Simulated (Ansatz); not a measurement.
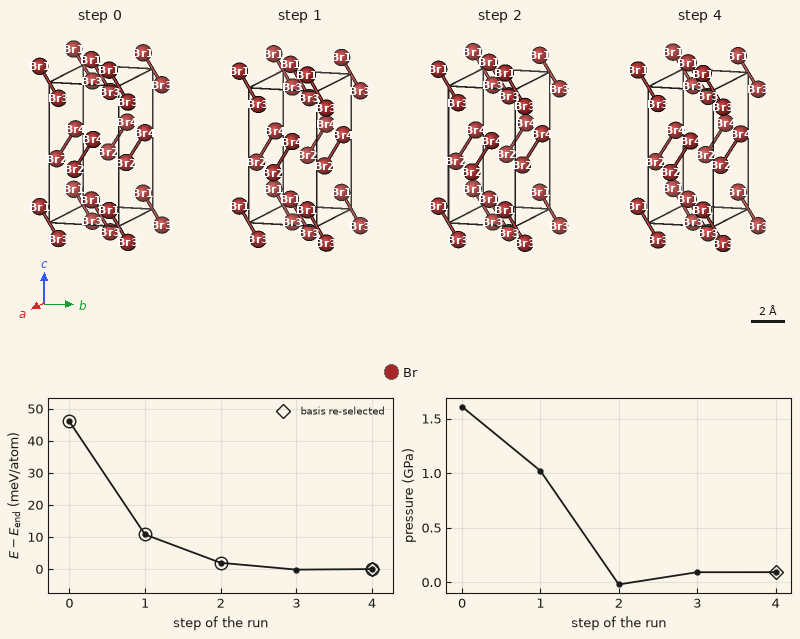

Frames of a relaxation of solid Br (set up in Cmce) (coarse preliminary run), marked on the history of the run. A ball-and-stick model of the conventional cell (2 times the calculation's cell), seen slightly off an axis. Lengths and directions refer to the drawn axes.

Computed with DFT PBE+D3(BJ), scalar-relativistic, plane waves, PAW (Ansatz 0.2.0). (plane-wave cutoff 420 eV; k-point mesh 6 × 6 × 4; occupations gaussian; smearing width 0.1 eV; no spin polarisation; cell and atoms relaxed; force threshold 0.05 eV/Å; at most 80 steps)

What happens along the run?

The largest moves relative to the cell, 0.11 Å, are those of Br1, Br2, Br3 and Br4. Br4 goes along [0 2 1]. Cell: a 6.670 → 6.880 Å (+3.2 %), b 4.480 → 4.202 Å (−6.2 %), c 8.720 → 8.477 Å (−2.8 %). Volume −5.9 %. Some distances before and after: Br1–Br3 2.268 → 2.398 Å. The space group stays Cmce (No. 64). The energy falls by 46.0 meV per atom in 3 accepted moves (4 points after the start). The largest force component goes from 1.1 to 0.018 eV/Å. Pressure: 1.61 GPa at the start and 0.09 GPa at the end. At 1 point the geometry stayed and the basis and grid were re-selected for the new cell (energy shift of 0.2 meV per atom at most each time). From step 0 to 1: Br atoms move most (0.08 Å), volume −5.3 %, energy −35.3 meV per atom. From step 1 to 2: Br atoms move most (0.04 Å), volume +0.6 %, energy −8.8 meV per atom. From step 2 to 4: Br atoms move most (0.02 Å), volume −1.3 %, energy −2.0 meV per atom.

| step | E − E(0), meV/atom | largest force component, eV/Å | pressure, GPa | volume, Å³/atom | note |
| --- | --- | --- | --- | --- | --- |
| 0 | 0.00 | 1.0549 | 1.61 | 32.571 |  |
| 1 | -35.25 | 0.2839 | 1.02 | 30.834 |  |
| 2 | -44.08 | 0.0668 | -0.02 | 31.021 |  |
| 3 | -46.21 | 0.0182 | 0.09 | 30.633 |  |
| 4 | -46.04 | 0.0181 | 0.09 | 30.633 | same geometry, new basis |
